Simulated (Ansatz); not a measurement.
# GaS2: what a guessed cell relaxes into, part 2 of 2

The task: take a trial cell of GaS2 to zero force and stress.

Ansatz 0.2.0; DFT PBE, scalar-relativistic, plane waves, PAW. The steps go on from the part before.

**4. Full relaxation**

The end of the coarse run is made exact in the group found at a tolerance of 0.06 Å and reduced to its primitive cell.

File input.yaml:

```yaml
crystal:
  lattice:
    - [3.5981998443, 0.0, 0.0]
    - [0.0, 3.5981998443, 0.0]
    - [0.0, 0.0, 4.8749984682]
  atoms:
    - { symbol: Ga, position: [0.0, 0.0, 0.0] }
    - { symbol: S, position: [0.5, 0.5, 0.2917579582] }
    - { symbol: S, position: [0.5, 0.5, 0.7082420418] }
basis:
  ecutwfc: 420
kpoints:
  mp_grid: { grid: [14, 14, 10] }
hamiltonian:
  xc: pbe
scf:
  occupations: { method: gaussian, width: 0.1 }
output:
  forces: true
  stress: true
  eigenvalues: true
  write_density: true
  write_potential: true
  elf: true
  volumetric_format: npy
relax:
  adjacent_minimum: "off"
  f_tol: 0.01
  max_steps: 80
  cell: { stress_tol: 0.05 }
```

Command:

```bash
> ansatz run input.yaml --threads 1 --pin off --max-ram 2560MiB --backend cpu --events-out ev --progress --plain --runs-dir out
```

The log of the run:

```text
Warning: RAYON_NUM_THREADS=1 ignored (pool sized by the plan → 1); use --threads N
Engine: ansatz 0.2.0, x86_64-unknown-linux-gnu
Pseudopotentials: kind: paw
Pseudopotential: Ga, paw, valence charge 13, recommended cutoff 420 eV (normal), Ga.paw.azcp
Pseudopotential: S, paw, valence charge 6, recommended cutoff 420 eV (normal), S.paw.azcp
Functional definition: PBE
  parameter kappa = 0.804
  parameter beta = 0.06672455060314922
  exchange = pbe_x(kappa = kappa, mu = beta*pi^2/3)
  correlation = pbe_c(beta = beta)
Crystal: 3 atoms, lattice volume = 63.117 Å³
Basis set: ecut = 420 eV, 1209 PW (Γ), exchange–correlation on 50×50×72 points (8 copies of the dense FFT grid, shifted against one another)
Bands: 17, of which v1, the nominal top of the filled ones, is band 13 counted from 1 (12 counted from 0)
Symmetry: 16 space group operations
Space group: P4/mmm (ITA 123), of the structure as read, at distance tolerance 4.0e-5 Å
k-points: 216 of 1960
Non-local potential: Ga, projectors of the file, l = 0: 2, l = 1: 2, l = 2: 3, l = 3: 1
Non-local potential: S, projectors of the file, l = 0: 2, l = 1: 2, l = 2: 2
PAW form: soft (Blöchl's): semilocal exchange-correlation on the pseudo side does not see the compensation charge
PAW one-centre angular grid: Ga, 590 points (default); XC on 64 Gauss nodes
PAW one-centre angular grid: S, 110 points (default); XC on 64 Gauss nodes
Initial density: superposition of atomic densities (neutral atoms: chi_scale 0, normalization atom), corrected by the library's trained network
Initial wavefunctions: pseudopotential atomic-orbital guess
Functional: x = pbe(κ = 0.804, μ = 0.2195149727645171), c = pbe(β = 0.06672455060314922)
SCF iter   1: F=—  HF=-5587.044088 eV  |F-HF|=—  |Δ(HF+E_count)|=         —  Δρ=2.56e-3  dr2=5.17e-3  ethr=1.77e-3  ⟨swp⟩=5.2  Hψ=19685  notcnv=0
preconditioner: auto → LDOS  [metal: Δε(μ)=0.017 eV  Ē_g=13.156 eV  σ=0.100 eV  W_gap=0.09  n_scr=14 (ndim 8)  ℏωp=23.4 eV  f_vac=0.023  D(μ)=1.49/eV (n_scr^D=6)  β→1.0]
SCF iter   2: F=—  HF=-5587.044839 eV  |F-HF|=—  |Δ(HF+E_count)|=   7.51e-4  Δρ=1.60e-3  dr2=3.02e-3  ethr=2.07e-5  ⟨swp⟩=2.0  Hψ=7367  notcnv=0
SCF iter   3: F=—  HF=-5587.044026 eV  |F-HF|=—  |Δ(HF+E_count)|=   8.13e-4  Δρ=4.09e-4  dr2=2.22e-4  ethr=1.21e-5  ⟨swp⟩=2.0  Hψ=4857  notcnv=0
SCF iter   4: F=—  HF=-5587.043991 eV  |F-HF|=—  |Δ(HF+E_count)|=   3.46e-5  Δρ=7.62e-5  dr2=6.67e-6  ethr=8.89e-7  ⟨swp⟩=2.0  Hψ=4786  notcnv=0
SCF iter   5: F=—  HF=-5587.043730 eV  |F-HF|=—  |Δ(HF+E_count)|=   2.61e-4  Δρ=4.01e-5  dr2=5.41e-7  ethr=2.67e-8  ⟨swp⟩=2.0  Hψ=6168  notcnv=0
SCF iter   6: F=-5587.043729 eV  HF=-5587.043729 eV  |F-HF|=6.15e-9  |Δ(HF+E_count)|=   5.60e-7  Δρ=5.28e-6  dr2=1.14e-8  ethr=4.00e-10  ⟨swp⟩=9.3  Hψ=31338  notcnv=0
SCF 1 converged in 6 iterations: F = -5587.043729 eV  dr2 = 1.14e-8
relax step   1: F+E_penalty+E_count = -5587.04372946 eV  Δ(F+E_penalty+E_count) = +0.000e0 eV  max|allowed force component| = 1.678e-1 eV/Å  Δτ_max = 0.0000 Å  P = +0.197 GPa  Ω = 63.117 Å³  (6 SCF iters, dr2 threshold 1.00e-7 eV, accepted)
Crystal: 3 atoms, lattice volume = 64.053 Å³
Basis set: ecut = 420 eV, 1225 PW (Γ), exchange–correlation on 50×50×72 points (8 copies of the dense FFT grid, shifted against one another)
Initial density: handed on by an earlier stage of this run
Initial wavefunctions: those handed on with the density
iter 1 solved again at ethr=2.47e-6 eV; its pass at ethr=3.10e-3 eV (dr2=6.18e-4 eV) is discarded
SCF iter   1: F=—  HF=-5587.049258 eV  |F-HF|=—  |Δ(HF+E_count)|=         —  Δρ=8.87e-4  dr2=6.89e-4  ethr=2.47e-6  ⟨swp⟩=2.2  Hψ=24929  notcnv=0
preconditioner: auto → LDOS  [metal: Δε(μ)=0.008 eV  Ē_g=13.122 eV  σ=0.100 eV  W_gap=0.05  n_scr=14 (ndim 8)  ℏωp=23.2 eV  f_vac=0.027  D(μ)=1.66/eV (n_scr^D=14)  β→1.0]
SCF iter   2: F=—  HF=-5587.049152 eV  |F-HF|=—  |Δ(HF+E_count)|=   1.06e-4  Δρ=4.71e-4  dr2=2.66e-4  ethr=2.47e-6  ⟨swp⟩=2.0  Hψ=6389  notcnv=0
SCF iter   3: F=—  HF=-5587.048846 eV  |F-HF|=—  |Δ(HF+E_count)|=   3.06e-4  Δρ=1.37e-4  dr2=2.73e-5  ethr=1.06e-6  ⟨swp⟩=2.0  Hψ=5065  notcnv=0
SCF iter   4: F=—  HF=-5587.048839 eV  |F-HF|=—  |Δ(HF+E_count)|=   6.97e-6  Δρ=2.86e-5  dr2=1.09e-6  ethr=1.09e-7  ⟨swp⟩=2.0  Hψ=4777  notcnv=0
SCF iter   5: F=-5587.048839 eV  HF=-5587.048839 eV  |F-HF|=1.53e-7  |Δ(HF+E_count)|=   1.11e-8  Δρ=9.79e-6  dr2=5.53e-8  ethr=1.20e-9  ⟨swp⟩=9.6  Hψ=28063  notcnv=0
SCF 2 converged in 5 iterations: F = -5587.048839 eV  dr2 = 5.53e-8
relax step   2: F+E_penalty+E_count = -5587.04883885 eV  Δ(F+E_penalty+E_count) = -5.109e-3 eV  max|allowed force component| = 1.166e-1 eV/Å  Δτ_max = 0.0021 Å  P = -0.019 GPa  Ω = 64.053 Å³  energy of the carried Pulay correction = -9.463e-5 eV  (5 SCF iters, dr2 threshold 3.00e-7 eV, accepted)
Crystal: 3 atoms, lattice volume = 64.356 Å³
Basis set: ecut = 420 eV, 1233 PW (Γ), exchange–correlation on 50×50×72 points (8 copies of the dense FFT grid, shifted against one another)
iter 1 solved again at ethr=4.26e-7 eV; its pass at ethr=3.10e-3 eV (dr2=1.06e-4 eV) is discarded
SCF iter   1: F=—  HF=-5587.049729 eV  |F-HF|=—  |Δ(HF+E_count)|=         —  Δρ=4.86e-4  dr2=1.57e-4  ethr=4.26e-7  ⟨swp⟩=2.8  Hψ=21864  notcnv=0
preconditioner: auto → LDOS  [metal: Δε(μ)=0.019 eV  Ē_g=13.123 eV  σ=0.100 eV  W_gap=0.11  n_scr=14 (ndim 8)  ℏωp=23.1 eV  f_vac=0.027  D(μ)=1.71/eV (n_scr^D=14)  β→1.0]
SCF iter   2: F=—  HF=-5587.049479 eV  |F-HF|=—  |Δ(HF+E_count)|=   2.49e-4  Δρ=3.27e-4  dr2=1.38e-4  ethr=4.26e-7  ⟨swp⟩=2.0  Hψ=6416  notcnv=0
SCF iter   3: F=—  HF=-5587.049439 eV  |F-HF|=—  |Δ(HF+E_count)|=   3.98e-5  Δρ=5.70e-5  dr2=2.28e-6  ethr=4.26e-7  ⟨swp⟩=2.0  Hψ=4982  notcnv=0
SCF iter   4: F=-5587.049439 eV  HF=-5587.049439 eV  |F-HF|=1.56e-8  |Δ(HF+E_count)|=   3.20e-7  Δρ=1.34e-5  dr2=6.00e-8  ethr=1.20e-9  ⟨swp⟩=10.3  Hψ=29459  notcnv=0
SCF 3 converged in 4 iterations: F = -5587.049439 eV  dr2 = 6.00e-8
relax step   3: F+E_penalty+E_count = -5587.04943908 eV  Δ(F+E_penalty+E_count) = -6.002e-4 eV  max|allowed force component| = 1.689e-2 eV/Å  Δτ_max = 0.0059 Å  P = +0.052 GPa  Ω = 64.356 Å³  energy of the carried Pulay correction = -1.249e-4 eV  (4 SCF iters, dr2 threshold 3.00e-7 eV, accepted)
Crystal: 3 atoms, lattice volume = 64.418 Å³
iter 1 solved again at ethr=8.02e-9 eV; its pass at ethr=3.10e-3 eV (dr2=2.00e-6 eV) is discarded
SCF iter   1: F=—  HF=-5587.049691 eV  |F-HF|=—  |Δ(HF+E_count)|=         —  Δρ=5.50e-5  dr2=2.29e-6  ethr=8.02e-9  ⟨swp⟩=2.1  Hψ=21588  notcnv=0
preconditioner: auto → LDOS  [metal: Δε(μ)=0.017 eV  Ē_g=13.117 eV  σ=0.100 eV  W_gap=0.09  n_scr=14 (ndim 8)  ℏωp=23.1 eV  f_vac=0.027  D(μ)=1.71/eV (n_scr^D=14)  β→1.0]
SCF iter   2: F=—  HF=-5587.049445 eV  |F-HF|=—  |Δ(HF+E_count)|=   2.45e-4  Δρ=2.42e-5  dr2=2.19e-7  ethr=8.02e-9  ⟨swp⟩=2.0  Hψ=6387  notcnv=0
SCF iter   3: F=—  HF=-5587.049445 eV  |F-HF|=—  |Δ(HF+E_count)|=   1.96e-8  Δρ=1.25e-5  dr2=8.88e-8  ethr=1.24e-10  ⟨swp⟩=9.4  Hψ=28787  notcnv=0
SCF iter   4: F=-5587.049445 eV  HF=-5587.049445 eV  |F-HF|=2.07e-8  |Δ(HF+E_count)|=   7.37e-8  Δρ=3.69e-6  dr2=9.97e-9  ethr=1.24e-10  ⟨swp⟩=6.2  Hψ=23410  notcnv=0
SCF 4 converged in 4 iterations: F = -5587.049445 eV  dr2 = 9.97e-9
relax step   4: F+E_penalty+E_count = -5587.04944536 eV  Δ(F+E_penalty+E_count) = -6.281e-6 eV  max|allowed force component| = 2.352e-3 eV/Å  Δτ_max = 0.0002 Å  P = -0.012 GPa  Ω = 64.418 Å³  energy of the carried Pulay correction = -1.311e-4 eV  (4 SCF iters, dr2 threshold 3.10e-8 eV, accepted)
Initial wavefunctions: pseudopotential atomic-orbital guess (no wavefunctions were taken with the density)
iter 1 solved again at ethr=2.93e-7 eV; its pass at ethr=3.10e-3 eV (dr2=7.33e-5 eV) is discarded
SCF iter   1: F=—  HF=-5587.048797 eV  |F-HF|=—  |Δ(HF+E_count)|=         —  Δρ=3.01e-4  dr2=1.27e-6  ethr=2.93e-7  ⟨swp⟩=3.0  Hψ=29621  notcnv=0
preconditioner: auto → LDOS  [metal: Δε(μ)=0.016 eV  Ē_g=13.118 eV  σ=0.100 eV  W_gap=0.09  n_scr=14 (ndim 8)  ℏωp=23.1 eV  f_vac=0.027  D(μ)=1.71/eV (n_scr^D=14)  β→1.0]
SCF iter   2: F=—  HF=-5587.049567 eV  |F-HF|=—  |Δ(HF+E_count)|=   7.69e-4  Δρ=1.93e-5  dr2=1.44e-7  ethr=5.09e-9  ⟨swp⟩=2.0  Hψ=6292  notcnv=0
SCF iter   3: F=—  HF=-5587.049566 eV  |F-HF|=—  |Δ(HF+E_count)|=   3.03e-7  Δρ=1.54e-5  dr2=8.98e-8  ethr=5.77e-10  ⟨swp⟩=2.0  Hψ=6322  notcnv=0
SCF iter   4: F=—  HF=-5587.049567 eV  |F-HF|=—  |Δ(HF+E_count)|=   1.97e-7  Δρ=5.67e-6  dr2=1.25e-8  ethr=3.59e-10  ⟨swp⟩=2.0  Hψ=5436  notcnv=0
SCF iter   5: F=—  HF=-5587.049567 eV  |F-HF|=—  |Δ(HF+E_count)|=   1.90e-8  Δρ=1.39e-6  dr2=8.29e-10  ethr=5.01e-11  ⟨swp⟩=2.0  Hψ=5820  notcnv=0
SCF iter   6: F=—  HF=-5587.049567 eV  |F-HF|=—  |Δ(HF+E_count)|=   1.69e-9  Δρ=1.84e-7  dr2=2.36e-11  ethr=1.00e-12  ⟨swp⟩=4.4  Hψ=19016  notcnv=0
SCF iter   7: F=-5587.049567 eV  HF=-5587.049567 eV  |F-HF|=1.82e-12  |Δ(HF+E_count)|=  1.73e-11  Δρ=2.08e-8  dr2=8.81e-14  ethr=1.00e-12  ⟨swp⟩=5.6  Hψ=15635  notcnv=0
SCF 5 converged in 7 iterations: F = -5587.049567 eV  dr2 = 8.81e-14
relax step   5: F+E_penalty+E_count = -5587.04956657 eV  Δ(F+E_penalty+E_count) = -1.212e-4 eV  max|allowed force component| = 2.377e-3 eV/Å  Δτ_max = 0.0000 Å  P = -0.013 GPa  Ω = 64.418 Å³  stress off target by 2.71e-2 GPa  SCF on the basis re-selected at this cell (its energy is not comparable with the rows above)  (7 SCF iters)
basis re-selected at this cell: Δ(F+E_penalty+E_count) = -1.212e-4 eV, ΔP = -0.001 GPa vs the last step (what re-selecting the basis moved, of the pressure what is left beyond the Pulay correction that the steps carried, after the strain that the cell walked since its last selection, with what the two solves' SCF thresholds leave and, on support functions, any second-order correction that the steps lacked; it is no measure of the basis error at this ecutwfc). This SCF's stress stands 2.71e-2 GPa from its target on what of the cell is left free (relax.cell.stress_tol is 5.00e-2 GPa) and its largest allowed force component is 2.38e-3 eV/Å (relax.f_tol is 1.00e-2 eV/Å): within both
SCF converged after 7 iterations
Free energy (F): -5587.049567 eV
Harris-Foulkes:  -5587.049567 eV  (|F-HF|=1.82e-12)
Internal energy: -5587.041020 eV  (E = F + TS)
E sigma→0 (E₀):  -5587.045293 eV
Entropy (-TS):   -0.008547 eV (-2.849 meV/atom)
Fermi energy:    6.247300 eV
--- Per-component energies (eV) ---
  E_band       = -80.401162
  E_kinetic    = 325.017160
  E_local      = -2390.722376  (includes V_loc(G=0)·N_el)
  E_nonlocal   = 479.498988
  E_hartree    = 1075.166962
  E_xc         = -261.982469
  E_vxc        = -230.632190  (∫ρ·V_xc dr)
  E_paw        = -3185.017311  (= ΣΔE_a)
  E_vpaw       = -413.896567  (= ΣTr[D̂ρ^β])
  E_aug_tail   = -0.000111  (compensation charges beyond the density's cutoff)
  E_ewald      = -1629.001863
  E_smearing   = -0.008547  (= −TS)
  E_closure    = 0.000000  (closes the sum)
  Σ components = -5587.049567   (vs F -5587.049567, Δ=0.00e0)
--- Forces (eV/Å), atoms counted from 1 ---
  atom   1  Ga     0.00000000    -0.00000000     0.00000000
  atom   2  S      0.00000000     0.00000000     0.00237693
  atom   3  S      0.00000000     0.00000000    -0.00237693
  max |Σ_I F_I| component: 1.97e-31 eV/Å
--- Stress (GPa, compression-positive) ---
       -0.006578       0.000000       0.000000
        0.000000      -0.006578       0.000000
        0.000000       0.000000      -0.027107
  P = ⅓ Tr σ = -0.0134 GPa (-0.134 kbar)
--- Band table (eV; the first three rows and the last of 216) ---
  k-point 0: bands = ["-9.5852", "-8.2649", "-8.2523", "-8.2281", "-8.2281", "-8.2235", "-4.3253", "-1.8393", "2.8462", "2.8462", "4.1264", "6.5430", "6.5430", "10.0871", "11.0247", "11.2543", "11.2543"]
  k-point 1: bands = ["-9.5492", "-8.2649", "-8.2528", "-8.2282", "-8.2282", "-8.2235", "-4.6289", "-1.4379", "2.8908", "2.8908", "4.1297", "6.3806", "6.3806", "9.5324", "11.0837", "11.2019", "11.4732"]
  k-point 2: bands = ["-9.4478", "-8.2649", "-8.2543", "-8.2285", "-8.2285", "-8.2235", "-5.2206", "-0.5528", "3.0205", "3.0205", "4.1085", "5.9813", "5.9813", "8.6805", "10.3899", "11.2604", "12.0280"]
  k-point 215: bands = ["-8.5831", "-8.3405", "-8.2494", "-8.2494", "-8.2207", "-8.1957", "-5.0156", "1.9076", "1.9076", "2.4723", "2.4723", "2.7542", "3.0668", "7.6567", "7.7554", "11.9913", "11.9913"]
--- Relaxed structure (4 steps of the walk, 4 accepted, 1 SCFs on fresh bases) ---
  F+E_penalty+E_count = -5587.04956657 eV   max|allowed force component| = 2.377e-3 eV/Å   (the final SCF, on the basis selected at the relaxed cell)
  cell:  # Å, volume = 64.4176 Å³
    - [3.6437461284082544, -3.4810271743670286e-34, 0.0]
    - [-3.4810271743670286e-34, 3.6437461284082535, 0.0]
    - [0.0, 0.0, 4.851858538354771]
  atoms:
    - { symbol: Ga, position: [1.6691658967512844e-35, 4.878564207623796e-37, 5.930680413859085e-20] }
    - { symbol: S, position: [0.5, 0.5, 0.29249973089436504] }
    - { symbol: S, position: [0.5, 0.5, 0.7075002691056349] }
```

It took 52 s on 1 thread of Intel Xeon Platinum 8488C (Sapphire Rapids), shared host; peak memory 0.54 GiB.

Relaxation path:

```csv
step,energy from step 1 (eV/cell),largest force component (eV/Å),pressure (GPa),volume (Å³)
1,0.0000,0.1678,0.20,63.12
2,-0.0051,0.1166,-0.02,64.05
3,-0.0057,0.0169,0.05,64.36
4,-0.0057,0.0024,-0.01,64.42
5,-0.0058,0.0024,-0.01,64.42
```

Step 1 is the start. Step 5 repeats the geometry before it on a plane-wave basis chosen anew for that cell, so its energy need not be comparable with the rows above.

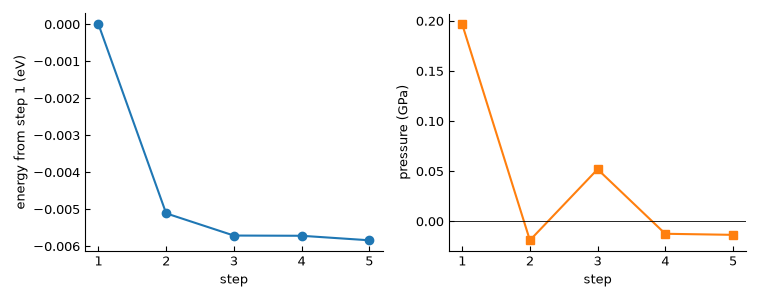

Energy and pressure along the relaxation.

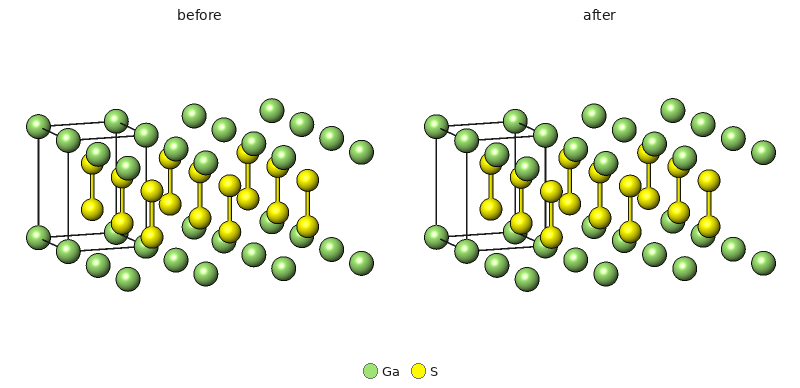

Before and after, at one scale. The change is too small to see at this scale.

|  | before | after | change |
| --- | --- | --- | --- |
| a (Å) | 3.598 | 3.644 | +1.3 % |
| b (Å) | 3.598 | 3.644 | +1.3 % |
| c (Å) | 4.875 | 4.852 | -0.5 % |
| volume (Å³/atom) | 21.04 | 21.47 | +2.1 % |
| shortest distance (Å) | 2.030 | 2.014 | -0.8 % |
| space group (0.01 Å) | P4/mmm | P4/mmm | same |

The run keeps the 16 symmetry operations of the start, so it could not have lowered the symmetry.

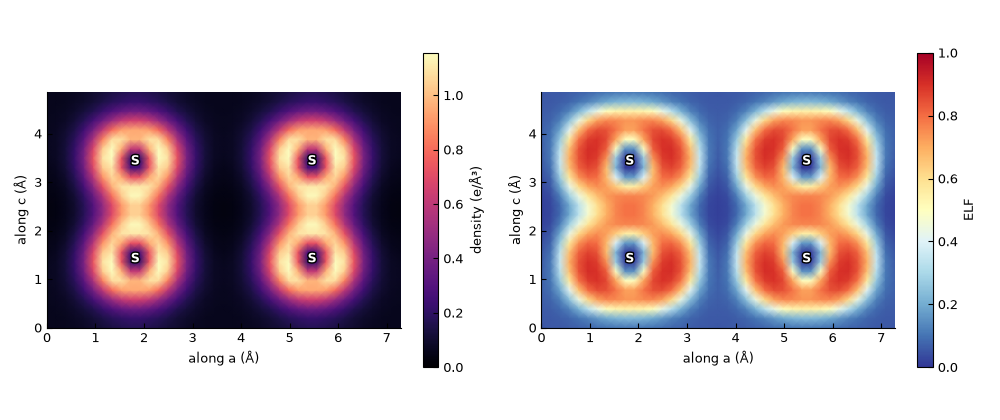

Density (left) and ELF (right) in a lattice plane of the grid's cell (edges 3.64 and 4.85 Å, at 0.500 of the third edge), which holds S. Only atoms in the plane are labelled. Both are smooth fields of the valence electrons: close to the nuclei they are not physical.

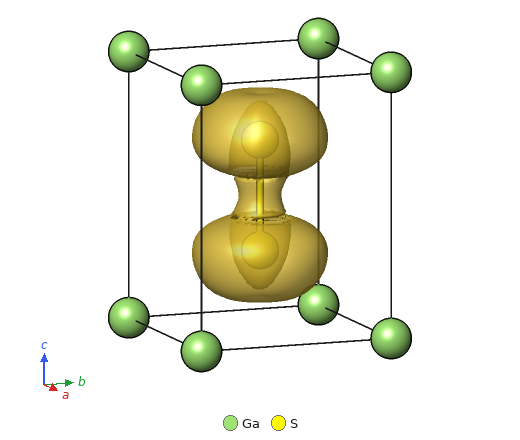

Surface of ELF = 0.73, drawn in one cell.

The highest ELF values outside the cores: 0.91 in the shell around S, 0.9 Å from S; 0.79 on the S–S line, 0.9 Å from S.

**5. Summary of results**

What follows sums up all 2 parts. Changes of volume or cell count from the first structure of part 1.

| quantity | value |
| --- | --- |
| symmetry at the end (tolerance 0.05 Å) | space group P4/mmm (No. 123) |
| conventional cell | a = 3.644 Å, b = 3.644 Å, c = 4.852 Å, α = 90.00°, β = 90.00°, γ = 90.00° |
| volume | 21.47 Å³/atom |
| energy over the elements | +0.03 eV/atom |
| gap on the mesh | none (metal) |

The space group P4/mmm (No. 123) is kept, and the volume per atom grows by 4.5 % from the first guess. The formation energy of this structure is too near zero to say whether it is bound against the elements. No finished test with a distortion of lower symmetry is shown, so the end may be a saddle point. Spin polarisation is off in the runs that give these values; a magnetic solution could lie lower.
